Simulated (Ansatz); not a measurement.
## Single-point calculation of PbS

PbS (P6₃mc, 4 atoms in the cell), computed with DFT, PBE, plane waves, PAW, no spin polarisation (Ansatz 0.2.0).

The structure derives from a Materials Project entry. The geometry comes from this level: r2scan-rvv10 (a point of a series of strains). Figures and captions count atoms from 1; the log counts them from 0 in places.

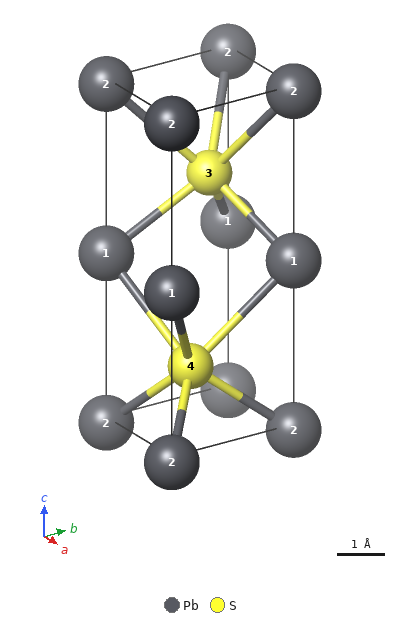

Figure 1. The input geometry (ball-and-stick view of the cell of the calculation, set on other vectors, seen slightly off an axis; atoms are numbered from 1 in the order of the input). An atom can appear more than once, as a periodic image. Near neighbours in the periodic cell (some may lie outside the picture): Pb has 6 S at 2.85 to 3.19 Å; S has 6 Pb at 2.85 to 3.19 Å.

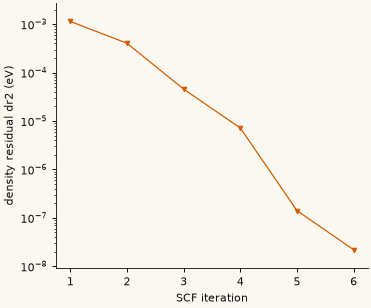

Figure 2. Convergence of the self-consistent field: density residual dr2 against the SCF iteration. The residual falls at every step.

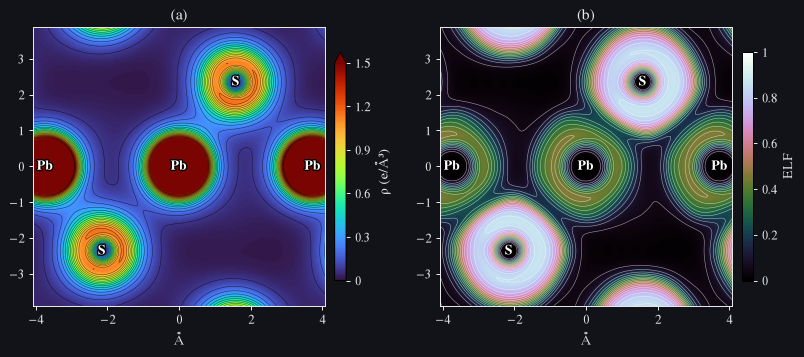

Figure 3. (a) valence electron density; (b) ELF on the (110) plane of the conventional cell. Atoms in the plane: Pb and S. Pb–S (2.85 Å): the density is about 0.28 e/Å³ at the midpoint; the ELF peaks at about 0.85 in the valence shell of S, 0.8 Å from its nucleus, and drops to about 0.25 between the two atoms. Pb–S (3.19 Å): the density is about 0.15 e/Å³ at the midpoint; the ELF peaks at about 0.85 in the valence shell of S, 0.8 Å from its nucleus, and drops to about 0.15 between the two atoms. Away from the nuclei the density in this plane falls to 0.01 e/Å³ at its lowest. The fields are those of the smooth PAW valence density.

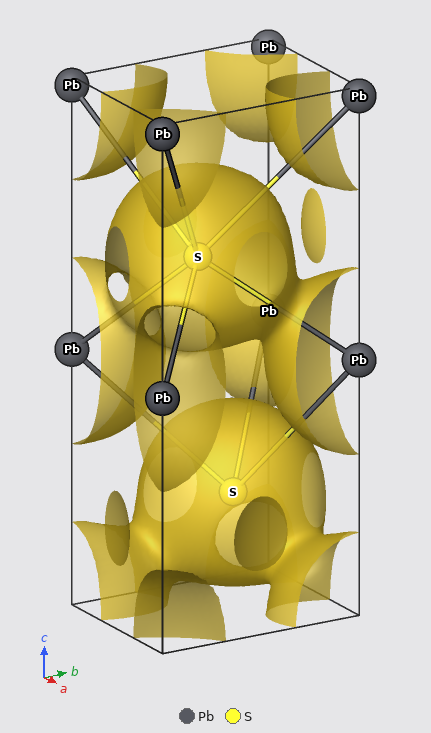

Figure 4. Isosurface of the valence pseudo-density at 0.2 e/Å³ (yellow), seen slightly off an axis. Sticks mark near contacts. The outline is the cell set on symmetry axes. At this value the density is joined into sheets; it holds about 85 % of the electrons treated as valence (semicore included). It is pinched off along the Pb–S (3.19 Å) contacts. On the grid the lowest density along these lines, outside the cores, is 0.28 e/Å³ (Pb–S, 2.85 Å) and 0.15 e/Å³ (Pb–S, 3.19 Å).

These pictures come from the run below.

Input file:
```yaml
crystal:
  lattice:
    - [2.0429167362, -3.5384928656, 0.0]
    - [2.0429167362, 3.5384928656, 0.0]
    - [0.0, 0.0, 7.4692080325]
  atoms:
    - { symbol: Pb, position: [-1.7298e-06, 1.0000017298, 0.4829158725] }
    - { symbol: Pb, position: [1.0000017298, -1.7298e-06, 0.9829158725] }
    - { symbol: S, position: [0.6666675224, 0.3333324776, 0.6962841275] }
    - { symbol: S, position: [0.3333324776, 0.6666675224, 0.1962841275] }
kpoints:
  mp_grid: { grid: [12, 12, 4] }
  band_path:
    path:
      - [0.0, 0.0, 0.0]
      - [-4.0472e-06, 0.5000010118, 0.0]
      - [-0.3333394041, 0.6666707138, 0.0]
      - [0.0, 0.0, 0.5]
      - [-4.0472e-06, 0.5000010118, 0.5]
      - [-0.3333394041, 0.6666707138, 0.5]
      - [-4.047e-07, 0.0500001012, 0.0]
      - [-0.0625, 0.054688, 0.0]
    npoints: 1
hamiltonian:
  xc: pbe
scf:
  occupations: { method: fermi_dirac, width: 0.02 }
  n_extra_bands: 5
output:
  forces: true
  stress: true
  eigenvalues: true
  write_density: true
  write_potential: true
  elf: true
  volumetric_format: npy
```

Command:
```bash
ansatz run input.yaml --threads 4 --pin off --max-ram 4608MiB --backend cpu --events-out ev --progress --plain --runs-dir out
```

What the program printed:
```
Warning: 8 symmetry operations that the atoms keep within the bar at which the run's group was sought (crystal.symmetry.tolerance 1.0e-5, or twice it) were not taken beside the 4 unitary ones that the detection took (of a slab, those that keep its plane). If the more symmetric cell is meant, write the vectors of crystal.lattice to more decimals, or, with the positions in fractional coordinates, give it by lengths and angles (which lays the cell in the standard orientation, to which the deck's other Cartesian keys then refer), with the lengths that are meant to be equal typed equal, the angles likewise, and each angle that the symmetry fixes typed at its exact value (of a frozen-density pass: in the run whose state it reads). The detection then takes those 8 too, where the atoms keep them as a group. The lattice (crystal.lattice as typed, or as saved on a frozen-density pass laid at its state's geometry) misses each of them by more than the tolerance, the farthest off changing a squared length by the fraction 2.8e-5. The run does not impose them: its cell is that one, or, where this deck is also told that its lattice was moved onto its group, that cell laid onto the operations that were taken. If the cell is strained on purpose, what lies past the tolerance is rightly left out.
scf.n_extra_bands = 5 over 20 filled bands (N_el = 40.0): the run solves 25 bands
Engine: ansatz 0.2.0, aarch64-unknown-linux-gnu
Pseudopotentials: kind: paw
Pseudopotential: Pb, paw, valence charge 14, recommended cutoff 420 eV (normal), Pb.paw.azcp
Pseudopotential: S, paw, valence charge 6, recommended cutoff 420 eV (normal), S.paw.azcp
Functional definition: PBE
  parameter kappa = 0.804
  parameter beta = 0.06672455060314922
  exchange = pbe_x(kappa = kappa, mu = beta*pi^2/3)
  correlation = pbe_c(beta = beta)
Crystal: 4 atoms, lattice volume = 107.988 Å³
Basis set: ecut = 420 eV, 2089 PW (Γ), exchange–correlation on 60×60×100 points (8 copies of the dense FFT grid, shifted against one another)
Bands: 25, of which v1, the nominal top of the filled ones, is band 20 counted from 1 (19 counted from 0)
Symmetry: 4 space group operations
Space group: Cmc21 (ITA 36), of the structure as read, at distance tolerance 4.8e-5 Å
k-points: 129 of 576 (time reversal used)
Non-local potential: Pb, projectors of the file, l = 0: 2, l = 1: 2, l = 2: 2, l = 3: 2
Non-local potential: S, projectors of the file, l = 0: 2, l = 1: 2, l = 2: 2
PAW form: soft (Blöchl's): semilocal exchange-correlation on the pseudo side does not see the compensation charge
PAW one-centre angular grid: Pb, 590 points (default); XC on 64 Gauss nodes
PAW one-centre angular grid: S, 110 points (default); XC on 64 Gauss nodes
Initial density: superposition of atomic densities (neutral atoms: chi_scale 0, normalization atom), corrected by the library's trained network
Initial wavefunctions: pseudopotential atomic-orbital guess
Functional: x = pbe(κ = 0.804, μ = 0.2195149727645171), c = pbe(β = 0.06672455060314922)
SCF iter   1: F=—  HF=-25618.898328 eV  |F-HF|=—  |Δ(HF+E_count)|=         —  Δρ=1.07e-3  dr2=1.14e-3  ethr=1.77e-3  ⟨swp⟩=8.0  Hψ=16746  notcnv=0
preconditioner: auto → Resta (q_TF=auto, 2.312 Å⁻¹)  ε∞=3.5  [insulator: Δε(μ)=0.394 eV  Ē_g=14.207 eV  σ=0.020 eV  W_gap=1.00  n_scr=22 (ndim 8)  ℏωp=22.6 eV  f_vac=0.004  D(μ)=0.00/eV (n_scr^D=0)  ε∞_Penn≈3.5]
SCF iter   2: F=—  HF=-25618.896411 eV  |F-HF|=—  |Δ(HF+E_count)|=   1.92e-3  Δρ=6.99e-4  dr2=4.04e-4  ethr=2.85e-6  ⟨swp⟩=2.1  Hψ=7081  notcnv=0  defer=24
SCF iter   3: F=—  HF=-25618.896707 eV  |F-HF|=—  |Δ(HF+E_count)|=   2.96e-4  Δρ=1.90e-4  dr2=4.56e-5  ethr=1.01e-6  ⟨swp⟩=2.0  Hψ=4148  notcnv=0  defer=24
SCF iter   4: F=—  HF=-25618.896759 eV  |F-HF|=—  |Δ(HF+E_count)|=   5.12e-5  Δρ=8.24e-5  dr2=7.18e-6  ethr=1.14e-7  ⟨swp⟩=2.0  Hψ=4293  notcnv=0  defer=24
SCF iter   5: F=—  HF=-25618.896765 eV  |F-HF|=—  |Δ(HF+E_count)|=   6.80e-6  Δρ=1.13e-5  dr2=1.41e-7  ethr=1.79e-8  ⟨swp⟩=2.0  Hψ=5582  notcnv=0  defer=24
SCF iter   6: F=-25618.896766 eV  HF=-25618.896766 eV  |F-HF|=5.23e-9  |Δ(HF+E_count)|=   2.93e-7  Δρ=5.11e-6  dr2=2.20e-8  ethr=2.50e-10  ⟨swp⟩=12.5  Hψ=25492  notcnv=0
SCF 1 converged in 6 iterations: F = -25618.896766 eV  dr2 = 2.20e-8
  greatest PAW one-centre occupation: 0.981 electrons in one spin orbital (limit 2), on the Pb atom at site 1 (counted from 0), in its partial waves of l = 2
NSCF: frozen V_eff on 8 k-points
SCF converged after 6 iterations
Free energy (F): -25618.896766 eV
Harris-Foulkes:  -25618.896766 eV  (|F-HF|=5.23e-9)
Internal energy: -25618.896765 eV  (E = F + TS)
E sigma→0 (E₀):  -25618.896765 eV
Entropy (-TS):   -0.000000 eV (-0.000 meV/atom)
Fermi energy:    8.203926 eV
--- Per-component energies (eV) ---
  E_band       = -128.646184
  E_kinetic    = 787.219281
  E_local      = -2541.333025  (includes V_loc(G=0)·N_el)
  E_nonlocal   = 757.042167
  E_hartree    = 990.139771
  E_xc         = -636.801225
  E_vxc        = -440.622313  (∫ρ·V_xc dr)
  E_paw        = -22007.031283  (= ΣΔE_a)
  E_vpaw       = -671.237571  (= ΣTr[D̂ρ^β])
  E_aug_tail   = 0.000097  (compensation charges beyond the density's cutoff)
  E_ewald      = -2968.132548
  E_smearing   = -0.000000  (= −TS)
  E_closure    = -0.000000  (closes the sum)
  Σ components = -25618.896766   (vs F -25618.896766, Δ=0.00e0)
--- Forces (eV/Å), atoms counted from 1 ---
  atom   1  Pb     0.00000000    -0.00000928    -0.05825940
  atom   2  Pb    -0.00000000     0.00000928    -0.05825940
  atom   3  S     -0.00000000    -0.00001822     0.05825100
  atom   4  S      0.00000000     0.00001822     0.05825100
  max |Σ_I F_I| component: 1.68e-5 eV/Å
--- Stress (GPa, compression-positive) ---
        1.985261      -0.000000       0.000000
       -0.000000       1.984580      -0.000000
        0.000000      -0.000000       1.877595
  P = ⅓ Tr σ = 1.9491 GPa (19.491 kbar)
--- Band table (eV; the first three rows and the last of 129) ---
  k-point 0: bands = ["-8.9535", "-8.9029", "-8.9029", "-8.8881", "-8.8881", "-8.8646", "-8.8646", "-8.8197", "-8.8165", "-8.8165", "-5.4924", "-4.5397", "-0.8245", "1.6315", "5.4949", "6.0714", "6.0715", "6.4443", "6.4444", "7.9458", "8.8906", "11.4433", "11.4434", "11.8317", "11.8318"]
  k-point 1: bands = ["-8.9336", "-8.9001", "-8.9001", "-8.8899", "-8.8899", "-8.8582", "-8.8582", "-8.8390", "-8.8241", "-8.8241", "-5.3861", "-4.7277", "-0.4695", "1.2218", "5.8405", "6.1271", "6.1272", "6.3912", "6.3912", "7.3875", "9.5474", "11.4494", "11.4495", "11.7066", "11.7067"]
  k-point 2: bands = ["-8.8945", "-8.8945", "-8.8945", "-8.8945", "-8.8861", "-8.8861", "-8.8417", "-8.8417", "-8.8417", "-8.8417", "-5.0943", "-5.0943", "0.3534", "0.3534", "6.2604", "6.2604", "6.2604", "6.2604", "6.5774", "6.5774", "10.6464", "10.6464", "11.5233", "11.5233", "11.5234"]
  k-point 128: bands = ["-8.9626", "-8.9626", "-8.8842", "-8.8842", "-8.8572", "-8.8572", "-8.8383", "-8.8383", "-8.8241", "-8.8241", "-4.0732", "-4.0732", "-0.2284", "-0.2284", "4.6446", "4.6446", "5.4590", "5.4590", "5.4623", "5.4623", "10.4324", "10.4324", "11.2017", "11.2017", "11.7599"]
```

File bands.tsv:
```
# k_distance	band_0	band_1	band_2	band_3	band_4	band_5	band_6	band_7	band_8	band_9	band_10	band_11	band_12	band_13	band_14	band_15	band_16	band_17	band_18	band_19	band_20	band_21	band_22	band_23	band_24
# fermi_ev = 8.203926
# lock_threshold_ev = 1e-6
# [0, 0, 0] at k_distance = 0.000000
# [-0.0000040472, 0.5000010118, 0] at k_distance = 0.887843
# [-0.3333394041, 0.6666707138, 0] at k_distance = 1.400439
# [0, 0, 0.5] at k_distance = 2.508558
# [-0.0000040472, 0.5000010118, 0.5] at k_distance = 3.396400
# [-0.3333394041, 0.6666707138, 0.5] at k_distance = 3.908997
# [-0.0000004047, 0.0500001012, 0] at k_distance = 4.947341
# [-0.0625, 0.054688, 0] at k_distance = 5.054401
# levels_relative_to = fermi_ev
# free_energy_ev = -25618.896766
# largest_residual_norms_ev = 2.181e-4 1.920e-4 1.826e-4 1.960e-4 1.759e-4 1.861e-4 2.035e-4 1.713e-4 1.740e-4 1.824e-4 4.763e-4 6.417e-4 5.499e-4 8.212e-4 1.488e-3 1.615e-3 1.514e-3 1.589e-3 1.724e-3 1.940e-3 1.794e-3 2.289e-3 1.753e-3 2.006e-3 2.946e-3
0.000000	-17.157379	-17.106850	-17.106843	-17.092062	-17.092055	-17.068515	-17.068513	-17.023591	-17.020461	-17.020459	-13.696301	-12.743601	-9.028428	-6.572420	-2.709050	-2.132513	-2.132434	-1.759644	-1.759574	-0.258095	0.686653	3.239382	3.239465	3.627810	3.627902
0.887843	-17.218484	-17.132925	-17.125185	-17.089851	-17.086943	-17.053755	-17.035067	-17.030946	-17.022019	-16.973611	-12.423018	-12.152886	-8.741022	-7.725459	-4.782619	-4.387344	-3.244398	-2.054008	-1.786018	-1.102395	0.194352	2.092825	2.494190	3.671635	4.146946
1.400439	-17.165010	-17.165007	-17.122290	-17.074047	-17.074044	-17.059627	-17.059625	-17.038819	-17.038815	-16.975504	-12.127055	-12.127043	-9.000182	-7.491391	-4.207532	-3.953811	-3.953783	-3.501753	-3.501712	-0.193777	2.587644	2.587704	2.969570	2.969636	3.705968
2.508558	-17.098474	-17.098474	-17.098467	-17.098467	-17.089978	-17.089978	-17.045611	-17.045611	-17.045610	-17.045610	-13.298241	-13.298241	-7.850501	-7.850501	-1.943565	-1.943565	-1.943490	-1.943490	-1.626538	-1.626538	2.442480	2.442480	3.319380	3.319380	3.319470
3.396400	-17.166509	-17.166509	-17.088139	-17.088139	-17.061134	-17.061134	-17.042265	-17.042265	-17.027977	-17.027977	-12.277104	-12.277104	-8.432244	-8.432244	-3.559361	-3.559361	-2.744996	-2.744996	-2.741581	-2.741581	2.228347	2.228347	2.997755	2.997755	3.555814
3.908997	-17.146527	-17.146527	-17.081327	-17.081327	-17.057541	-17.057541	-17.053287	-17.053287	-17.048900	-17.048900	-12.121113	-12.121113	-8.436809	-8.436809	-4.541919	-4.541919	-2.423888	-2.423888	-2.183781	-2.183781	0.646381	0.646381	3.658674	3.658674	4.802643
4.947341	-17.156619	-17.108900	-17.105482	-17.092612	-17.090561	-17.070085	-17.068556	-17.022375	-17.021408	-17.020632	-13.675948	-12.726927	-9.005923	-6.626231	-2.698154	-2.175021	-2.147174	-1.912524	-1.758882	-0.196610	0.687781	3.099405	3.295178	3.572680	3.640269
5.054401	-17.156329	-17.109723	-17.104953	-17.092833	-17.089980	-17.070656	-17.068567	-17.021911	-17.021763	-17.020698	-13.668002	-12.720461	-8.997139	-6.646973	-2.694006	-2.197405	-2.161337	-1.948281	-1.758712	-0.191980	0.699176	3.051357	3.316802	3.551336	3.643413
```

File rho_z.tsv:
```
# z_ang	rho[e/angstrom^3]
# format = ansatz-planar-average/11
# lattice	2.042916736	-3.538492866	0.000000000
# lattice	2.042916736	3.538492866	0.000000000
# lattice	0.000000000	0.000000000	7.469208033
# sites	4
# site	82	2.042916736	3.538505107	3.606999114
# site	82	2.042916736	-3.538505107	7.341603130
# site	16	2.042916736	-1.179503678	5.200690998
# site	16	2.042916736	1.179503678	1.466086982
0.000000	7.648060e-1
0.149384	6.636960e-1
0.298768	5.328128e-1
0.448152	4.145914e-1
0.597537	3.351181e-1
0.746921	3.002678e-1
0.896305	2.959851e-1
1.045689	3.002832e-1
1.195073	2.988447e-1
1.344457	2.907435e-1
1.493842	2.828461e-1
1.643226	2.777508e-1
1.792610	2.685974e-1
1.941994	2.470919e-1
2.091378	2.139010e-1
2.240762	1.792015e-1
2.390147	1.551318e-1
2.539531	1.503995e-1
2.688915	1.711218e-1
2.838299	2.254262e-1
2.987683	3.203892e-1
3.137067	4.519044e-1
3.286452	5.998489e-1
3.435836	7.279630e-1
3.585220	7.916080e-1
3.734604	7.648060e-1
3.883988	6.636960e-1
4.033372	5.328128e-1
4.182756	4.145914e-1
4.332141	3.351181e-1
4.481525	3.002678e-1
4.630909	2.959851e-1
4.780293	3.002832e-1
4.929677	2.988447e-1
5.079061	2.907435e-1
5.228446	2.828461e-1
5.377830	2.777508e-1
5.527214	2.685974e-1
5.676598	2.470919e-1
5.825982	2.139010e-1
5.975366	1.792015e-1
6.124751	1.551318e-1
6.274135	1.503995e-1
6.423519	1.711218e-1
6.572903	2.254262e-1
6.722287	3.203892e-1
6.871671	4.519044e-1
7.021056	5.998489e-1
7.170440	7.279630e-1
7.319824	7.916080e-1
```

File v_z.tsv:
```
# z_ang	v_es[eV]	v_tot[eV]
# format = ansatz-planar-average/11
# xc	pbe
# density_cutoff_ev	1680
# datasets	Pb=:simpson_from_first_knot:soft	S=:simpson_from_first_knot:soft
# lattice	2.042916736	-3.538492866	0.000000000
# lattice	2.042916736	3.538492866	0.000000000
# lattice	0.000000000	0.000000000	7.469208033
# sites	4
# site	82	2.042916736	3.538505107	3.606999114
# site	82	2.042916736	-3.538505107	7.341603130
# site	16	2.042916736	-1.179503678	5.200690998
# site	16	2.042916736	1.179503678	1.466086982
0.000000	1.661563e-1	-1.066950e1
0.149384	4.830589e-1	-1.027653e1
0.298768	1.154009e0	-9.390597e0
0.448152	2.254337e0	-8.008336e0
0.597537	3.631802e0	-6.382479e0
0.746921	4.710232e0	-5.148730e0
0.896305	4.965777e0	-4.793515e0
1.045689	4.628225e0	-5.128729e0
1.195073	4.400721e0	-5.462431e0
1.344457	4.447797e0	-5.480568e0
1.493842	4.635565e0	-5.213889e0
1.643226	4.964819e0	-4.656282e0
1.792610	5.534277e0	-3.701004e0
1.941994	6.502248e0	-2.296327e0
2.091378	7.760180e0	-6.999552e-1
2.240762	8.800394e0	6.236554e-1
2.390147	9.175443e0	1.202592e0
2.539531	8.817055e0	8.863473e-1
2.688915	7.544156e0	-5.473846e-1
2.838299	5.519509e0	-2.916948e0
2.987683	3.435906e0	-5.508909e0
3.137067	1.822442e0	-7.713559e0
3.286452	8.104408e-1	-9.274000e0
3.435836	2.909269e-1	-1.020892e1
3.585220	1.083656e-1	-1.064248e1
3.734604	1.661563e-1	-1.066950e1
3.883988	4.830589e-1	-1.027653e1
4.033372	1.154009e0	-9.390597e0
4.182756	2.254337e0	-8.008336e0
4.332141	3.631802e0	-6.382479e0
4.481525	4.710232e0	-5.148730e0
4.630909	4.965777e0	-4.793515e0
4.780293	4.628225e0	-5.128729e0
4.929677	4.400721e0	-5.462431e0
5.079061	4.447797e0	-5.480568e0
5.228446	4.635565e0	-5.213889e0
5.377830	4.964819e0	-4.656282e0
5.527214	5.534277e0	-3.701004e0
5.676598	6.502248e0	-2.296327e0
5.825982	7.760180e0	-6.999552e-1
5.975366	8.800394e0	6.236554e-1
6.124751	9.175443e0	1.202592e0
6.274135	8.817055e0	8.863473e-1
6.423519	7.544156e0	-5.473846e-1
6.572903	5.519509e0	-2.916948e0
6.722287	3.435906e0	-5.508909e0
6.871671	1.822442e0	-7.713559e0
7.021056	8.104408e-1	-9.274000e0
7.170440	2.909269e-1	-1.020892e1
7.319824	1.083656e-1	-1.064248e1
```

Summary:

```tsv
quantity	value
outcome	converged
space group (tolerance 0.01 Å)	P6₃mc (186)
electrons treated	40
free energy	−25618.8968 eV
Fermi energy	8.204 eV
band gap	0.39 eV
pressure	1.95 GPa
largest force (length of the vector)	0.058 eV/Å
hardware	4 threads of Arm Neoverse V1, 24 GiB of memory available, shared host
wall time	10 s (CPU time 40 s)
peak memory	0.57 GiB
```

Notes:

Warnings of the run: near-symmetries of the structure were not used. Spin–orbit coupling is left out, which matters for Pb.
